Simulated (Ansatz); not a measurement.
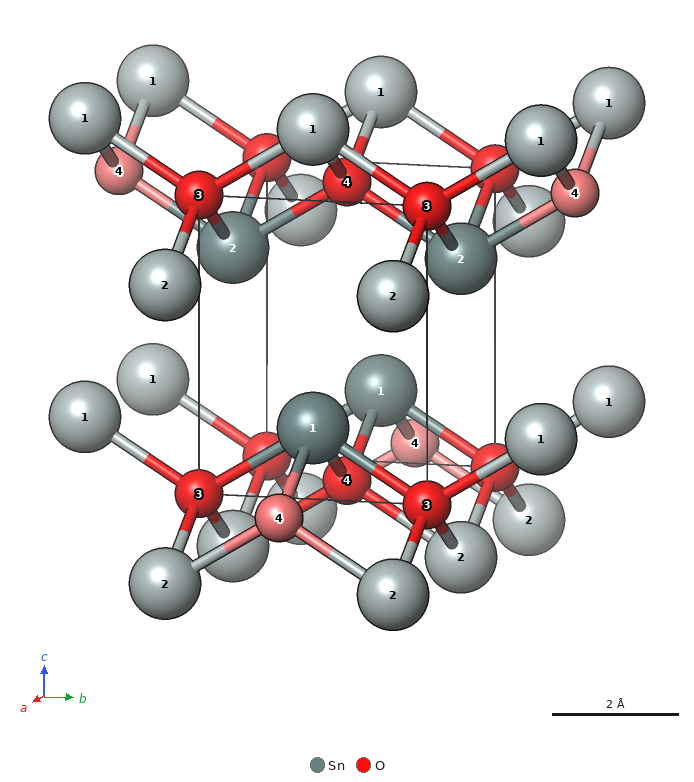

Figure 1. The starting structure (ball-and-stick view of the cell of the calculation, seen slightly off an axis; neighbours outside the cell are drawn fainter; atoms are numbered from 1 in the order of the input). An atom can appear more than once, as a periodic image.

SnO: geometry relaxation (part 1 of 2)

The run: geometry relaxation of SnO (P4/nmm, 4 atoms in the cell). Method and program: DFT PBE+D3(BJ), scalar-relativistic, plane waves, PAW, no spin polarisation (Ansatz 0.2.0).

The structure derives from an entry of the Crystallography Open Database. Figures and captions count atoms from 1; the log counts them from 0 in places.

The program's output
```
Engine: ansatz 0.2.0, aarch64-unknown-linux-gnu
Pseudopotentials: kind: paw
Pseudopotential: Sn, paw, valence charge 14, recommended cutoff 420 eV (normal), Sn.paw.azcp
Pseudopotential: O, paw, valence charge 6, recommended cutoff 420 eV (normal), O.paw.azcp
Functional definition: PBE
  parameter kappa = 0.804
  parameter beta = 0.06672455060314922
  exchange = pbe_x(kappa = kappa, mu = beta*pi^2/3)
  correlation = pbe_c(beta = beta)
Crystal: 4 atoms, lattice volume = 69.905 Å³
Basis set: ecut = 420 eV, 1361 PW (Γ), exchange–correlation on 54×54×72 points (8 copies of the dense FFT grid, shifted against one another)
Bands: 24, of which v1, the nominal top of the filled ones, is band 20 counted from 1 (19 counted from 0)
Symmetry: 16 space group operations
Space group: P4/nmm (ITA 129), of the structure as read, at distance tolerance 4.1e-5 Å
k-points: 168 of 1440
Non-local potential: Sn, projectors of the file, l = 0: 2, l = 1: 2, l = 2: 2, l = 3: 2
Non-local potential: O, projectors of the file, l = 0: 2, l = 1: 2, l = 2: 1
PAW form: soft (Blöchl's): semilocal exchange-correlation on the pseudo side does not see the compensation charge
PAW one-centre angular grid: Sn, 590 points (default); XC on 64 Gauss nodes
PAW one-centre angular grid: O, 110 points (default); XC on 64 Gauss nodes
Initial density: superposition of atomic densities (neutral atoms: chi_scale 0, normalization atom), corrected by the library's trained network
Initial wavefunctions: pseudopotential atomic-orbital guess
Functional: x = pbe(κ = 0.804, μ = 0.2195149727645171), c = pbe(β = 0.06672455060314922)
SCF iter   1: F=—  HF=-13184.295552 eV  |F-HF|=—  |Δ(HF+E_count)|=         —  Δρ=1.55e-3  dr2=1.03e-3  ethr=1.77e-3  ⟨swp⟩=5.8  Hψ=18388  notcnv=0
preconditioner: auto → Resta (q_TF=auto, 2.486 Å⁻¹)  ε∞=3.4  [insulator: Δε(μ)=0.151 eV  Ē_g=18.138 eV  σ=0.100 eV  W_gap=0.67  n_scr=18 (ndim 8)  ℏωp=28.1 eV  f_vac=0.018  D(μ)=0.08/eV (n_scr^D=0)  ε∞_Penn≈3.4]
SCF iter   2: F=—  HF=-13184.295426 eV  |F-HF|=—  |Δ(HF+E_count)|=   1.26e-4  Δρ=9.14e-4  dr2=3.64e-4  ethr=2.57e-6  ⟨swp⟩=2.0  Hψ=8715  notcnv=0
SCF iter   3: F=—  HF=-13184.295781 eV  |F-HF|=—  |Δ(HF+E_count)|=   3.56e-4  Δρ=2.54e-4  dr2=2.98e-5  ethr=9.09e-7  ⟨swp⟩=2.0  Hψ=7390  notcnv=0
SCF iter   4: F=—  HF=-13184.295775 eV  |F-HF|=—  |Δ(HF+E_count)|=   6.26e-6  Δρ=9.30e-5  dr2=4.66e-6  ethr=7.45e-8  ⟨swp⟩=2.0  Hψ=7390  notcnv=0
SCF iter   5: F=—  HF=-13184.295778 eV  |F-HF|=—  |Δ(HF+E_count)|=   2.85e-6  Δρ=5.85e-5  dr2=2.49e-6  ethr=1.16e-8  ⟨swp⟩=2.5  Hψ=7506  notcnv=0
SCF iter   6: F=—  HF=-13184.295778 eV  |F-HF|=—  |Δ(HF+E_count)|=   4.21e-8  Δρ=2.54e-5  dr2=3.99e-7  ethr=6.22e-9  ⟨swp⟩=2.0  Hψ=5678  notcnv=0
SCF iter   7: F=-13184.295778 eV  HF=-13184.295778 eV  |F-HF|=6.60e-9  |Δ(HF+E_count)|=   3.34e-8  Δρ=4.55e-6  dr2=1.41e-8  ethr=2.50e-10  ⟨swp⟩=5.7  Hψ=16116  notcnv=0
SCF 1 converged in 7 iterations: F = -13184.295778 eV  dr2 = 1.41e-8
  greatest PAW one-centre occupation: 0.994 electrons in one spin orbital (limit 2), on the Sn atom at site 1 (counted from 0), in its partial waves of l = 2
relax step   1: F+E_penalty+E_count = -13184.29577809 eV  Δ(F+E_penalty+E_count) = +0.000e0 eV  max|allowed force component| = 3.633e-1 eV/Å  Δτ_max = 0.0000 Å  P = +2.043 GPa  Ω = 69.905 Å³  (7 SCF iters, dr2 threshold 1.00e-7 eV, accepted)
Crystal: 4 atoms, lattice volume = 69.401 Å³
Basis set: ecut = 420 eV, 1351 PW (Γ), exchange–correlation on 54×54×72 points (8 copies of the dense FFT grid, shifted against one another)
Initial density: handed on by an earlier stage of this run
Initial wavefunctions: those handed on with the density
iter 1 solved again at ethr=1.91e-5 eV; its pass at ethr=3.10e-3 eV (dr2=7.66e-3 eV) is discarded
SCF iter   1: F=—  HF=-13184.308823 eV  |F-HF|=—  |Δ(HF+E_count)|=         —  Δρ=4.09e-3  dr2=7.66e-3  ethr=1.91e-5  ⟨swp⟩=1.7  Hψ=24642  notcnv=0
preconditioner: auto → Kerker (q_TF=auto, 2.489 Å⁻¹)  [metal: Δε(μ)=0.119 eV  Ē_g=18.003 eV  σ=0.100 eV  W_gap=0.50  n_scr=18 (ndim 8)  ℏωp=28.2 eV  f_vac=0.014  D(μ)=0.19/eV (n_scr^D=0)]
SCF iter   2: F=—  HF=-13184.307205 eV  |F-HF|=—  |Δ(HF+E_count)|=   1.62e-3  Δρ=1.85e-3  dr2=1.93e-3  ethr=1.91e-5  ⟨swp⟩=2.6  Hψ=6779  notcnv=0
preconditioner: auto → Resta (q_TF=auto, 2.489 Å⁻¹)  ε∞=3.4  [insulator: Δε(μ)=0.136 eV  Ē_g=18.016 eV  σ=0.100 eV  W_gap=0.54  n_scr=18 (ndim 8)  ℏωp=28.2 eV  f_vac=0.014  D(μ)=0.17/eV (n_scr^D=0)  ε∞_Penn≈3.4]
SCF iter   3: F=—  HF=-13184.306846 eV  |F-HF|=—  |Δ(HF+E_count)|=   3.59e-4  Δρ=1.04e-3  dr2=6.31e-4  ethr=4.83e-6  ⟨swp⟩=2.8  Hψ=7280  notcnv=0
SCF iter   4: F=—  HF=-13184.306733 eV  |F-HF|=—  |Δ(HF+E_count)|=   1.13e-4  Δρ=2.01e-4  dr2=3.37e-5  ethr=1.58e-6  ⟨swp⟩=2.0  Hψ=5417  notcnv=0
SCF iter   5: F=—  HF=-13184.306740 eV  |F-HF|=—  |Δ(HF+E_count)|=   7.47e-6  Δρ=7.38e-5  dr2=3.61e-6  ethr=8.43e-8  ⟨swp⟩=2.4  Hψ=6433  notcnv=0
SCF iter   6: F=-13184.306745 eV  HF=-13184.306745 eV  |F-HF|=2.34e-7  |Δ(HF+E_count)|=   4.30e-6  Δρ=1.39e-5  dr2=1.42e-7  ethr=1.00e-9  ⟨swp⟩=3.9  Hψ=18029  notcnv=0
SCF 2 converged in 6 iterations: F = -13184.306745 eV  dr2 = 1.42e-7
  greatest PAW one-centre occupation: 0.993 electrons in one spin orbital (limit 2), on the Sn atom at site 1 (counted from 0), in its partial waves of l = 2
relax step   2: F+E_penalty+E_count = -13184.30674488 eV  Δ(F+E_penalty+E_count) = -1.097e-2 eV  max|allowed force component| = 2.141e-1 eV/Å  Δτ_max = 0.0417 Å  P = -0.093 GPa  Ω = 69.401 Å³  energy of the carried Pulay correction = +1.489e-3 eV  (6 SCF iters, dr2 threshold 4.00e-7 eV, accepted)
Crystal: 4 atoms, lattice volume = 70.221 Å³
Basis set: ecut = 420 eV, 1359 PW (Γ), exchange–correlation on 54×54×72 points (8 copies of the dense FFT grid, shifted against one another)
iter 1 solved again at ethr=4.76e-6 eV; its pass at ethr=3.10e-3 eV (dr2=1.91e-3 eV) is discarded
SCF iter   1: F=—  HF=-13184.308775 eV  |F-HF|=—  |Δ(HF+E_count)|=         —  Δρ=1.91e-3  dr2=1.90e-3  ethr=4.76e-6  ⟨swp⟩=1.1  Hψ=22405  notcnv=0
preconditioner: auto → Resta (q_TF=auto, 2.484 Å⁻¹)  ε∞=3.4  [insulator: Δε(μ)=0.157 eV  Ē_g=18.044 eV  σ=0.100 eV  W_gap=0.73  n_scr=18 (ndim 8)  ℏωp=28.0 eV  f_vac=0.014  D(μ)=0.09/eV (n_scr^D=0)  ε∞_Penn≈3.4]
SCF iter   2: F=—  HF=-13184.308287 eV  |F-HF|=—  |Δ(HF+E_count)|=   4.88e-4  Δρ=8.39e-4  dr2=2.84e-4  ethr=4.74e-6  ⟨swp⟩=2.6  Hψ=7151  notcnv=0
SCF iter   3: F=—  HF=-13184.308231 eV  |F-HF|=—  |Δ(HF+E_count)|=   5.65e-5  Δρ=4.12e-4  dr2=8.76e-5  ethr=7.10e-7  ⟨swp⟩=2.9  Hψ=7399  notcnv=0
SCF iter   4: F=—  HF=-13184.308217 eV  |F-HF|=—  |Δ(HF+E_count)|=   1.32e-5  Δρ=1.02e-4  dr2=6.75e-6  ethr=2.19e-7  ⟨swp⟩=2.0  Hψ=5195  notcnv=0
SCF iter   5: F=-13184.308218 eV  HF=-13184.308218 eV  |F-HF|=2.73e-8  |Δ(HF+E_count)|=   2.83e-7  Δρ=2.22e-5  dr2=3.67e-7  ethr=1.00e-9  ⟨swp⟩=4.3  Hψ=18753  notcnv=0
SCF 3 converged in 5 iterations: F = -13184.308218 eV  dr2 = 3.67e-7
relax step   3: F+E_penalty+E_count = -13184.30821771 eV  Δ(F+E_penalty+E_count) = -1.473e-3 eV  max|allowed force component| = 2.283e-2 eV/Å  Δτ_max = 0.0195 Å  P = -0.042 GPa  Ω = 70.221 Å³  energy of the carried Pulay correction = -9.256e-4 eV  (5 SCF iters, dr2 threshold 4.00e-7 eV, accepted)
Crystal: 4 atoms, lattice volume = 70.199 Å³
iter 1 solved again at ethr=1.14e-8 eV; its pass at ethr=3.10e-3 eV (dr2=4.58e-6 eV) is discarded
SCF iter   1: F=—  HF=-13184.308362 eV  |F-HF|=—  |Δ(HF+E_count)|=         —  Δρ=1.31e-4  dr2=5.94e-6  ethr=1.14e-8  ⟨swp⟩=3.0  Hψ=23758  notcnv=0
preconditioner: auto → Resta (q_TF=auto, 2.484 Å⁻¹)  ε∞=3.4  [insulator: Δε(μ)=0.154 eV  Ē_g=18.033 eV  σ=0.100 eV  W_gap=0.72  n_scr=18 (ndim 8)  ℏωp=28.0 eV  f_vac=0.013  D(μ)=0.10/eV (n_scr^D=0)  ε∞_Penn≈3.4]
SCF iter   2: F=—  HF=-13184.308358 eV  |F-HF|=—  |Δ(HF+E_count)|=   3.41e-6  Δρ=6.72e-5  dr2=1.91e-6  ethr=1.14e-8  ⟨swp⟩=2.0  Hψ=6992  notcnv=0
SCF iter   3: F=—  HF=-13184.308359 eV  |F-HF|=—  |Δ(HF+E_count)|=   3.04e-7  Δρ=1.37e-5  dr2=1.22e-7  ethr=4.78e-9  ⟨swp⟩=2.3  Hψ=5502  notcnv=0
SCF iter   4: F=-13184.308359 eV  HF=-13184.308359 eV  |F-HF|=3.65e-8  |Δ(HF+E_count)|=   4.70e-8  Δρ=9.75e-6  dr2=5.20e-8  ethr=1.86e-10  ⟨swp⟩=5.3  Hψ=14729  notcnv=0
SCF 4 converged in 4 iterations: F = -13184.308359 eV  dr2 = 5.20e-8
relax step   4: F+E_penalty+E_count = -13184.30835876 eV  Δ(F+E_penalty+E_count) = -1.411e-4 eV  max|allowed force component| = 1.256e-3 eV/Å  Δτ_max = 0.0006 Å  P = -0.001 GPa  Ω = 70.199 Å³  energy of the carried Pulay correction = -8.618e-4 eV  (4 SCF iters, dr2 threshold 7.46e-8 eV, accepted)
Basis set: ecut = 420 eV, 1359 PW (Γ), exchange–correlation on 54×54×64 points (8 copies of the dense FFT grid, shifted against one another)
Initial wavefunctions: pseudopotential atomic-orbital guess (no wavefunctions were taken with the density)
iter 1 solved again at ethr=1.96e-7 eV; its pass at ethr=3.10e-3 eV (dr2=7.84e-5 eV) is discarded
SCF iter   1: F=—  HF=-13184.309646 eV  |F-HF|=—  |Δ(HF+E_count)|=         —  Δρ=1.19e-4  dr2=8.26e-7  ethr=1.96e-7  ⟨swp⟩=2.9  Hψ=28630  notcnv=0
preconditioner: auto → Resta (q_TF=auto, 2.484 Å⁻¹)  ε∞=3.4  [insulator: Δε(μ)=0.154 eV  Ē_g=18.033 eV  σ=0.100 eV  W_gap=0.72  n_scr=18 (ndim 8)  ℏωp=28.0 eV  f_vac=0.014  D(μ)=0.10/eV (n_scr^D=0)  ε∞_Penn≈3.4]
SCF iter   2: F=—  HF=-13184.309676 eV  |F-HF|=—  |Δ(HF+E_count)|=   2.91e-5  Δρ=6.06e-5  dr2=2.05e-7  ethr=2.06e-9  ⟨swp⟩=2.4  Hψ=6455  notcnv=0
SCF iter   3: F=—  HF=-13184.309689 eV  |F-HF|=—  |Δ(HF+E_count)|=   1.39e-5  Δρ=9.23e-6  dr2=5.13e-8  ethr=5.12e-10  ⟨swp⟩=2.0  Hψ=5715  notcnv=0
SCF iter   4: F=—  HF=-13184.309689 eV  |F-HF|=—  |Δ(HF+E_count)|=   6.98e-9  Δρ=2.18e-6  dr2=1.91e-9  ethr=1.28e-10  ⟨swp⟩=2.0  Hψ=5121  notcnv=0
SCF iter   5: F=—  HF=-13184.309689 eV  |F-HF|=—  |Δ(HF+E_count)|=   1.54e-9  Δρ=9.59e-7  dr2=6.00e-10  ethr=4.78e-12  ⟨swp⟩=2.0  Hψ=5742  notcnv=0
SCF iter   6: F=-13184.309689 eV  HF=-13184.309689 eV  |F-HF|=7.28e-12  |Δ(HF+E_count)|=  8.73e-11  Δρ=2.56e-7  dr2=3.92e-11  ethr=1.00e-12  ⟨swp⟩=4.0  Hψ=16576  notcnv=0
SCF 5 converged in 6 iterations: F = -13184.309689 eV  dr2 = 3.92e-11
relax step   5: F+E_penalty+E_count = -13184.30968943 eV  Δ(F+E_penalty+E_count) = -1.331e-3 eV  max|allowed force component| = 1.541e-3 eV/Å  Δτ_max = 0.0000 Å  P = +0.016 GPa  Ω = 70.199 Å³  stress off target by 1.08e-1 GPa  SCF on the basis re-selected at this cell (its energy is not comparable with the rows above)  (6 SCF iters)
basis re-selected at this cell: Δ(F+E_penalty+E_count) = -1.331e-3 eV, ΔP = +0.016 GPa vs the last step (what re-selecting the basis moved, of the pressure what is left beyond the Pulay correction that the steps carried, after the strain that the cell walked since its last selection, with what the two solves' SCF thresholds leave and, on support functions, any second-order correction that the steps lacked; it is no measure of the basis error at this ecutwfc). The dense FFT grid was sized anew with the basis: this SCF ran on 27×27×32 points, the steps before it on 27×27×36, so part of this shift can come from that change (see relax.cell in the input reference). This SCF's stress stands 1.08e-1 GPa from its target on what of the cell is left free (relax.cell.stress_tol is 5.00e-2 GPa) and its largest allowed force component is 1.54e-3 eV/Å (relax.f_tol is 5.00e-3 eV/Å): not within both, so this SCF does not close the relaxation
Crystal: 4 atoms, lattice volume = 70.114 Å³
iter 1 solved again at ethr=3.35e-8 eV; its pass at ethr=3.10e-3 eV (dr2=1.34e-5 eV) is discarded
SCF iter   1: F=—  HF=-13184.310012 eV  |F-HF|=—  |Δ(HF+E_count)|=         —  Δρ=1.69e-4  dr2=1.50e-5  ethr=3.35e-8  ⟨swp⟩=3.0  Hψ=24142  notcnv=0
preconditioner: auto → Resta (q_TF=auto, 2.485 Å⁻¹)  ε∞=3.4  [insulator: Δε(μ)=0.156 eV  Ē_g=18.031 eV  σ=0.100 eV  W_gap=0.72  n_scr=18 (ndim 8)  ℏωp=28.0 eV  f_vac=0.014  D(μ)=0.10/eV (n_scr^D=0)  ε∞_Penn≈3.4]
SCF iter   2: F=—  HF=-13184.309997 eV  |F-HF|=—  |Δ(HF+E_count)|=   1.57e-5  Δρ=8.90e-5  dr2=4.14e-6  ethr=3.35e-8  ⟨swp⟩=2.1  Hψ=5104  notcnv=0
SCF iter   3: F=—  HF=-13184.309997 eV  |F-HF|=—  |Δ(HF+E_count)|=   7.21e-7  Δρ=4.87e-5  dr2=1.52e-6  ethr=1.03e-8  ⟨swp⟩=2.1  Hψ=5225  notcnv=0
SCF iter   4: F=—  HF=-13184.309997 eV  |F-HF|=—  |Δ(HF+E_count)|=   1.39e-7  Δρ=8.48e-6  dr2=3.28e-8  ethr=3.80e-9  ⟨swp⟩=2.0  Hψ=5294  notcnv=0
SCF iter   5: F=-13184.309997 eV  HF=-13184.309997 eV  |F-HF|=3.25e-9  |Δ(HF+E_count)|=   2.98e-8  Δρ=2.22e-6  dr2=3.18e-9  ethr=7.24e-11  ⟨swp⟩=5.3  Hψ=15355  notcnv=0
SCF 6 converged in 5 iterations: F = -13184.309997 eV  dr2 = 3.18e-9
relax step   6: F+E_penalty+E_count = -13184.30999740 eV  Δ(F+E_penalty+E_count) = -3.080e-4 eV  max|allowed force component| = 2.480e-3 eV/Å  Δτ_max = 0.0014 Å  P = +0.007 GPa  Ω = 70.114 Å³  energy of the carried Pulay correction = +2.263e-4 eV  (5 SCF iters, dr2 threshold 2.90e-8 eV, accepted)
iter 1 solved again at ethr=1.72e-7 eV; its pass at ethr=3.10e-3 eV (dr2=6.86e-5 eV) is discarded
SCF iter   1: F=—  HF=-13184.309829 eV  |F-HF|=—  |Δ(HF+E_count)|=         —  Δρ=1.49e-5  dr2=3.06e-8  ethr=1.72e-7  ⟨swp⟩=3.1  Hψ=29064  notcnv=0
eigensolver tolerance schedule: the retry pair's looser diagonalisation over-reported the residual by 2241.47 of it (diagonalisation noise at 0.14 of the residual, at the tolerance the schedule requests for it); recorded, not acted on — ethr = c·dr2/N_el stays at c = 1.0e-1
preconditioner: auto → Resta (q_TF=auto, 2.485 Å⁻¹)  ε∞=3.4  [insulator: Δε(μ)=0.157 eV  Ē_g=18.033 eV  σ=0.100 eV  W_gap=0.73  n_scr=18 (ndim 8)  ℏωp=28.0 eV  f_vac=0.014  D(μ)=0.10/eV (n_scr^D=0)  ε∞_Penn≈3.4]
SCF iter   2: F=—  HF=-13184.309813 eV  |F-HF|=—  |Δ(HF+E_count)|=   1.59e-5  Δρ=8.12e-6  dr2=1.99e-8  ethr=7.65e-11  ⟨swp⟩=3.3  Hψ=8575  notcnv=0
SCF iter   3: F=—  HF=-13184.309813 eV  |F-HF|=—  |Δ(HF+E_count)|=   1.01e-8  Δρ=4.27e-6  dr2=2.11e-9  ethr=4.96e-11  ⟨swp⟩=2.0  Hψ=5153  notcnv=0
SCF iter   4: F=—  HF=-13184.309813 eV  |F-HF|=—  |Δ(HF+E_count)|=   9.07e-9  Δρ=1.16e-6  dr2=5.92e-10  ethr=5.27e-12  ⟨swp⟩=2.0  Hψ=5704  notcnv=0
SCF iter   5: F=-13184.309813 eV  HF=-13184.309813 eV  |F-HF|=2.36e-11  |Δ(HF+E_count)|=  4.15e-10  Δρ=1.79e-7  dr2=3.21e-11  ethr=1.00e-12  ⟨swp⟩=4.0  Hψ=16963  notcnv=0
SCF 7 converged in 5 iterations: F = -13184.309813 eV  dr2 = 3.21e-11
relax step   7: F+E_penalty+E_count = -13184.30981286 eV  Δ(F+E_penalty+E_count) = +1.845e-4 eV  max|allowed force component| = 2.576e-3 eV/Å  Δτ_max = 0.0000 Å  P = +0.005 GPa  Ω = 70.114 Å³  stress off target by 1.18e-2 GPa  SCF on the basis re-selected at this cell (its energy is not comparable with the rows above)  (5 SCF iters)
```
